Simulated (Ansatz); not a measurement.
## What a change does: single-point calculation on ZnS

System: ZnS (P2₁, 4 atoms in the cell).
Method of run 1: DFT PBEsol, scalar-relativistic, plane waves, PAW, no spin polarisation (Ansatz 0.2.0).

The structure derives from an entry of the Crystallography Open Database. Text and figures count atoms from 1; the logs count them from 0 in places.

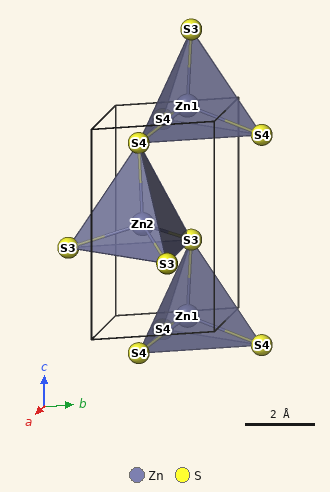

The structure as given in the input (polyhedral view of the cell of the calculation, seen slightly off an axis; polyhedra are completed across the faces of the cell; atoms are numbered from 1 in the order of the input).

**The input, run 1**
```yaml
crystal:
  lattice:
    - [3.7814465092, 0.0, 0.0]
    - [-1.8907232546, 3.27482874, 0.0]
    - [0.0, 0.0, 6.2087146531]
  atoms:
    - { symbol: Zn, position: [0.2661979128, 0.6365887579, 0.0054424479] }
    - { symbol: Zn, position: [0.7338020872, 0.3634112421, 0.5054424479] }
    - { symbol: S, position: [0.3894803611, 0.6918215724, 0.3795575521] }
    - { symbol: S, position: [0.6105196389, 0.3081784276, 0.8795575521] }
basis:
  ecutwfc: 520.0
kpoints:
  mp_grid: { grid: [9, 9, 6] }
hamiltonian:
  xc: pbesol
  pseudopotentials: { kind: paw }
scf:
  occupations: { method: gaussian, width: 0.05 }
output:
  forces: true
  stress: true
  eigenvalues: true
  write_density: true
  write_potential: true
  elf: true
  volumetric_format: npy
```

Launched with:
```bash
ansatz run input.yaml --threads 1 --pin off --max-ram 2048MiB --backend cpu --events-out ev --progress --plain --runs-dir out
```

Hardware: 1 thread of Arm Neoverse N1, 98 GiB of memory available, shared host.

**Output, shortened to warnings, some set-up lines, iterations and results (run 1)**
```
Basis set: ecut = 520 eV, 2057 PW (Γ), exchange–correlation on 60×60×96 points (8 copies of the dense FFT grid, shifted against one another)
Symmetry: 2 space group operations
k-points: 164 of 486 (time reversal used)
Initial density: superposition of atomic densities (neutral atoms: chi_scale 0, normalization atom), corrected by the library's trained network
[...]
SCF iter   1: F=—  HF=-8334.802806 eV  |F-HF|=—  |Δ(HF+E_count)|=         —  Δρ=5.36e-3  dr2=2.59e-2  ethr=1.77e-3  ⟨swp⟩=6.0  Hψ=17518  notcnv=0
SCF iter   2: F=—  HF=-8334.795862 eV  |F-HF|=—  |Δ(HF+E_count)|=   6.94e-3  Δρ=2.06e-3  dr2=5.70e-3  ethr=7.19e-5  ⟨swp⟩=2.0  Hψ=8097  notcnv=0
SCF iter   3: F=—  HF=-8334.794766 eV  |F-HF|=—  |Δ(HF+E_count)|=   1.10e-3  Δρ=1.48e-3  dr2=1.21e-3  ethr=1.58e-5  ⟨swp⟩=2.0  Hψ=6845  notcnv=0
SCF iter   4: F=—  HF=-8334.794307 eV  |F-HF|=—  |Δ(HF+E_count)|=   4.58e-4  Δρ=4.05e-4  dr2=1.21e-4  ethr=3.35e-6  ⟨swp⟩=2.0  Hψ=6025  notcnv=0
SCF iter   5: F=—  HF=-8334.794362 eV  |F-HF|=—  |Δ(HF+E_count)|=   5.45e-5  Δρ=8.44e-5  dr2=7.82e-6  ethr=3.36e-7  ⟨swp⟩=3.0  Hψ=6684  notcnv=0
SCF iter   6: F=—  HF=-8334.794361 eV  |F-HF|=—  |Δ(HF+E_count)|=   1.03e-6  Δρ=3.68e-5  dr2=9.43e-7  ethr=2.17e-8  ⟨swp⟩=2.0  Hψ=6560  notcnv=0
SCF iter   7: F=-8334.794362 eV  HF=-8334.794362 eV  |F-HF|=4.41e-8  |Δ(HF+E_count)|=   9.70e-7  Δρ=5.87e-6  dr2=3.61e-8  ethr=2.78e-10  ⟨swp⟩=6.3  Hψ=25368  notcnv=0
SCF 1 converged in 7 iterations: F = -8334.794362 eV  dr2 = 3.61e-8
SCF converged after 7 iterations
Free energy (F): -8334.794362 eV
Harris-Foulkes:  -8334.794362 eV  (|F-HF|=4.41e-8)
Internal energy: -8334.794362 eV  (E = F + TS)
E sigma→0 (E₀):  -8334.794362 eV
Fermi energy:    7.124714 eV
--- Per-component energies (eV) ---
  E_band       = 14.761624
  E_kinetic    = 476.786674
  E_local      = -4047.890893  (includes V_loc(G=0)·N_el)
  E_nonlocal   = 1288.742373
  E_hartree    = 1690.464502
  E_xc         = -463.984627
  E_vxc        = -280.310563  (∫ρ·V_xc dr)
  E_paw        = -4750.886791  (= ΣΔE_a)
  E_vpaw       = -803.498142  (= ΣTr[D̂ρ^β])
  E_aug_tail   = 0.000035  (compensation charges beyond the density's cutoff)
  E_ewald      = -2529.744243
  E_core_change = 1.718608  (= ΣΔE_core)
  E_smearing   = -0.000000  (= −TS)
  E_closure    = 0.000000  (closes the sum)
  Σ components = -8334.794362   (vs F -8334.794362, Δ=0.00e0)
--- Forces (eV/Å), atoms counted from 1 ---
  atom   1  Zn     0.27189639     0.14261276     0.11345605
  atom   2  Zn    -0.27189639    -0.14261276     0.11345605
  atom   3  S     -0.09133253    -0.04116687    -0.11344820
  atom   4  S      0.09133253     0.04116687    -0.11344820
  max |Σ_I F_I| component: 1.57e-5 eV/Å
--- Stress (GPa, compression-positive) ---
       -0.424710      -0.515480       0.000000
       -0.515480       0.166341       0.000000
        0.000000       0.000000      -1.121178
  P = ⅓ Tr σ = -0.4598 GPa (-4.598 kbar)
```

The input of run 2 differs as follows (lines with − go, lines with + come):
```diff
-    - { symbol: Zn, position: [0.2661979128, 0.6365887579, 0.0054424479] }
-    - { symbol: Zn, position: [0.7338020872, 0.3634112421, 0.5054424479] }
-    - { symbol: S, position: [0.3894803611, 0.6918215724, 0.3795575521] }
-    - { symbol: S, position: [0.6105196389, 0.3081784276, 0.8795575521] }
+    - { symbol: Zn, position: [0.3333333333, 0.6666666667, 0.0054424479] }
+    - { symbol: Zn, position: [0.6666666667, 0.3333333333, 0.5054424479] }
+    - { symbol: S, position: [0.3333333333, 0.6666666667, 0.3795575521] }
+    - { symbol: S, position: [0.6666666667, 0.3333333333, 0.8795575521] }
```

Predict how the results change.

The pressure goes from −0.46 to 0.00 GPa. The number of SCF iterations is the same. On the same kind of shared host run 2 took about 10 times as long.

**Output, shortened to warnings, some set-up lines, iterations and results (run 2)**
```
Basis set: ecut = 520 eV, 2057 PW (Γ), exchange–correlation on 60×60×96 points (8 copies of the dense FFT grid, shifted against one another)
Symmetry: 12 space group operations
k-points: 48 of 486 (time reversal used)
Initial density: superposition of atomic densities (neutral atoms: chi_scale 0, normalization atom), corrected by the library's trained network
[...]
SCF iter   1: F=—  HF=-8334.883836 eV  |F-HF|=—  |Δ(HF+E_count)|=         —  Δρ=5.24e-3  dr2=2.50e-2  ethr=1.77e-3  ⟨swp⟩=5.9  Hψ=5135  notcnv=0
SCF iter   2: F=—  HF=-8334.877115 eV  |F-HF|=—  |Δ(HF+E_count)|=   6.72e-3  Δρ=2.02e-3  dr2=5.53e-3  ethr=6.94e-5  ⟨swp⟩=2.0  Hψ=2352  notcnv=0
SCF iter   3: F=—  HF=-8334.876054 eV  |F-HF|=—  |Δ(HF+E_count)|=   1.06e-3  Δρ=1.46e-3  dr2=1.16e-3  ethr=1.54e-5  ⟨swp⟩=2.0  Hψ=1987  notcnv=0
SCF iter   4: F=—  HF=-8334.875604 eV  |F-HF|=—  |Δ(HF+E_count)|=   4.50e-4  Δρ=3.97e-4  dr2=1.16e-4  ethr=3.21e-6  ⟨swp⟩=2.0  Hψ=1786  notcnv=0
SCF iter   5: F=—  HF=-8334.875658 eV  |F-HF|=—  |Δ(HF+E_count)|=   5.40e-5  Δρ=8.50e-5  dr2=7.87e-6  ethr=3.21e-7  ⟨swp⟩=3.0  Hψ=1957  notcnv=0
SCF iter   6: F=—  HF=-8334.875666 eV  |F-HF|=—  |Δ(HF+E_count)|=   7.58e-6  Δρ=3.60e-5  dr2=8.96e-7  ethr=2.19e-8  ⟨swp⟩=2.0  Hψ=1920  notcnv=0
SCF iter   7: F=-8334.875667 eV  HF=-8334.875667 eV  |F-HF|=5.10e-8  |Δ(HF+E_count)|=   1.14e-6  Δρ=5.75e-6  dr2=3.38e-8  ethr=2.78e-10  ⟨swp⟩=6.5  Hψ=7537  notcnv=0
SCF 1 converged in 7 iterations: F = -8334.875667 eV  dr2 = 3.38e-8
SCF converged after 7 iterations
Free energy (F): -8334.875667 eV
Harris-Foulkes:  -8334.875667 eV  (|F-HF|=5.10e-8)
Internal energy: -8334.875667 eV  (E = F + TS)
E sigma→0 (E₀):  -8334.875667 eV
Fermi energy:    7.127001 eV
--- Per-component energies (eV) ---
  E_band       = 14.355968
  E_kinetic    = 477.197896
  E_local      = -4056.008024  (includes V_loc(G=0)·N_el)
  E_nonlocal   = 1288.558541
  E_hartree    = 1694.185057
  E_xc         = -464.229585
  E_vxc        = -280.631089  (∫ρ·V_xc dr)
  E_paw        = -4750.691502  (= ΣΔE_a)
  E_vpaw       = -803.134042  (= ΣTr[D̂ρ^β])
  E_aug_tail   = 0.000038  (compensation charges beyond the density's cutoff)
  E_ewald      = -2525.606697
  E_core_change = 1.718608  (= ΣΔE_core)
  E_smearing   = -0.000000  (= −TS)
  E_closure    = 0.000000  (closes the sum)
  Σ components = -8334.875667   (vs F -8334.875667, Δ=0.00e0)
--- Forces (eV/Å), atoms counted from 1 ---
  atom   1  Zn     0.00000000    -0.00000000     0.00021516
  atom   2  Zn     0.00000000     0.00000000     0.00021516
  atom   3  S      0.00000000    -0.00000000    -0.00020630
  atom   4  S     -0.00000000     0.00000000    -0.00020630
  max |Σ_I F_I| component: 1.77e-5 eV/Å
--- Stress (GPa, compression-positive) ---
        0.016282       0.000000      -0.000000
        0.000000       0.016282       0.000000
       -0.000000       0.000000      -0.019140
  P = ⅓ Tr σ = 0.0045 GPa (0.045 kbar)
```

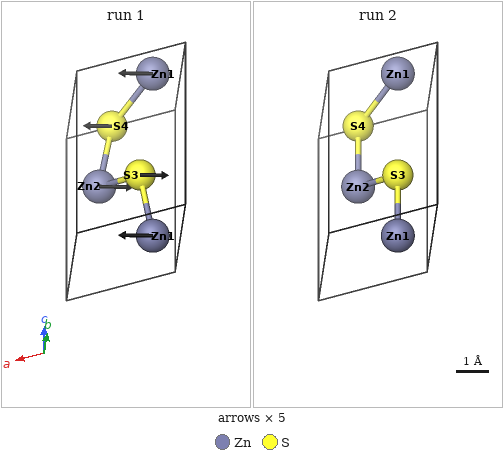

The two input geometries at one scale (ball-and-stick view of the cell of the calculation, seen at an oblique angle). The black arrows on the first give the shifts of the atoms relative to the cell, with their mean removed, magnified 5 times. The largest moves, 0.22 Å, are those of Zn1 and Zn2. By element the largest moves are Zn 0.22 Å, S 0.18 Å. (The mean shift of all atoms is removed.) The lattice vectors keep their values. Among the contacts that change: Zn1–S3 2.358 → 2.323 Å, Zn1–S4 2.285 → 2.319 Å.

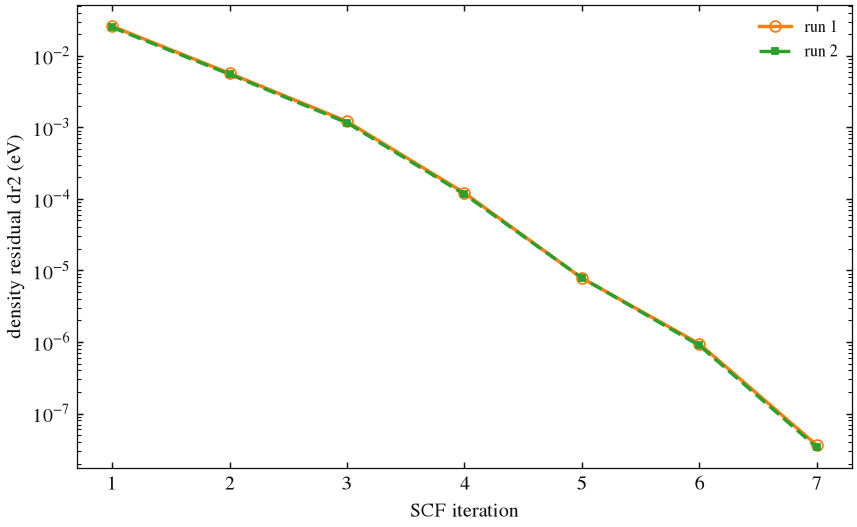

Convergence of the two runs: density residual dr2 against the SCF iteration. Run 1 takes 7 iterations in all, and run 2 takes 7.

**The two runs side by side**

| quantity | run 1 | run 2 |
| --- | --- | --- |
| outcome | converged | converged |
| free energy per atom (eV) | −2083.6986 | – |
| gap on the mesh (eV) | 2.01 | – |
| pressure (GPa) | −0.46 | 0.00 |
| largest force (eV/Å) | 0.327 | – |
| SCF iterations | 7 | 7 |
| irreducible k-points | 164 | – |
| plane waves at Γ | 2057 | – |
| wall time (shared host) | 83 s | 14 min |
